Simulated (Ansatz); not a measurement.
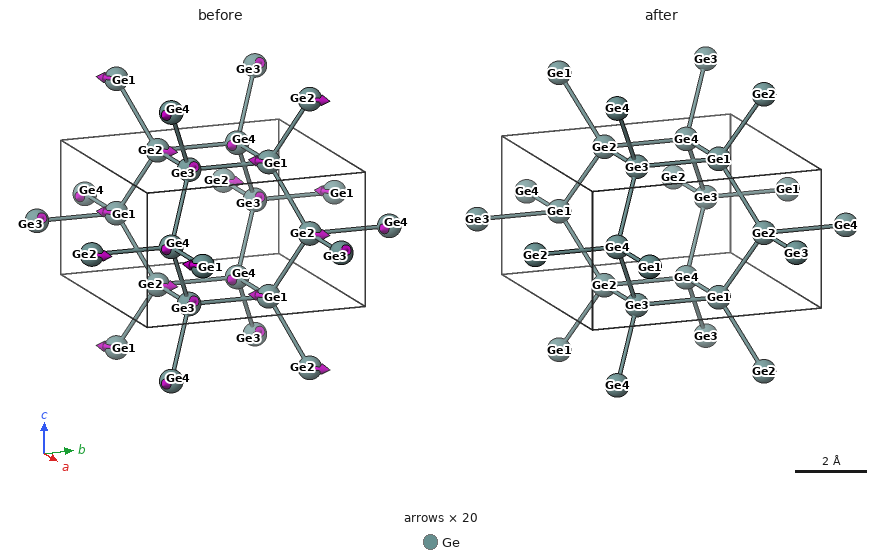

The structure of solid Ge (a generated structure, set up in I4/mmm) (coarse preliminary run) before (left) and after (right) a relaxation, at one scale. The purple arrows give the displacements (the part carried along by the change of the cell is left out), 20 times their true length.

The picture is a ball-and-stick view of the conventional cell (2 times the calculation's cell), seen slightly off an axis. Lengths and directions refer to the drawn axes.

Method: DFT PBE, scalar-relativistic, plane waves, PAW (Ansatz).

Input
```yaml
crystal:
  lattice:
    - [-3.34921328, 3.34921328, 1.97810725]
    - [3.34921328, -3.34921328, 1.97810725]
    - [3.34921328, 3.34921328, -1.97810725]
  atoms:
    - { symbol: Ge, position: [0.68236281, 0.68236281, 0.36472563] }
    - { symbol: Ge, position: [0.31763719, 0.31763719, 0.63527437] }
    - { symbol: Ge, position: [0.31763719, 0.68236281, 0.0] }
    - { symbol: Ge, position: [0.68236281, 0.31763719, 0.0] }
basis:
  ecutwfc: 420
kpoints:
  mp_grid: { grid: [6, 6, 6] }
hamiltonian:
  xc: pbe
scf:
  occupations: { method: gaussian, width: 0.1 }
  lower_state_search: "off"
output:
  forces: true
  stress: true
  eigenvalues: true
relax:
  adjacent_minimum: "off"
  f_tol: 0.04
  max_steps: 70
  cell: { stress_tol: 0.4 }
```

Launched with:
```bash
ansatz run input.yaml --threads 1 --pin off --max-ram 2560MiB --backend cpu --events-out ev --progress --plain --runs-dir out
```

**Describe what moved and what it gained.**

The energy falls by 0.351 eV per cell of the calculation in 2 accepted moves (3 points after the start). The largest force component goes from 0.38 to 0.039 eV/Å. The pressure goes from 9.38 to 0.36 GPa. The SCF was repeated once at an unchanged geometry on a basis and grid sized afresh for the cell, which shifted the energy by 3.3 meV per cell of the calculation at most. The largest moves relative to the cell, 0.033 Å, are those of Ge1, Ge2, Ge3 and Ge4. Ge4 goes along [1 −1 0]. Cell: a = b 6.698 → 7.025 Å (+4.9 %), c 3.956 → 4.078 Å (+3.1 %). Volume +13.3 %. Near-neighbour distances that change, for instance: Ge1–Ge2 2.357 → 2.478 Å, Ge1–Ge3 2.443 → 2.516 Å. Among the angles between lasting bonds that change: Ge2–Ge1–Ge2 114.1° → 110.7°. The space group stays I4/mmm (No. 139). The run took 22 s on 1 thread of Arm Neoverse V1, with other jobs on the host, peak memory 0.39 GiB.
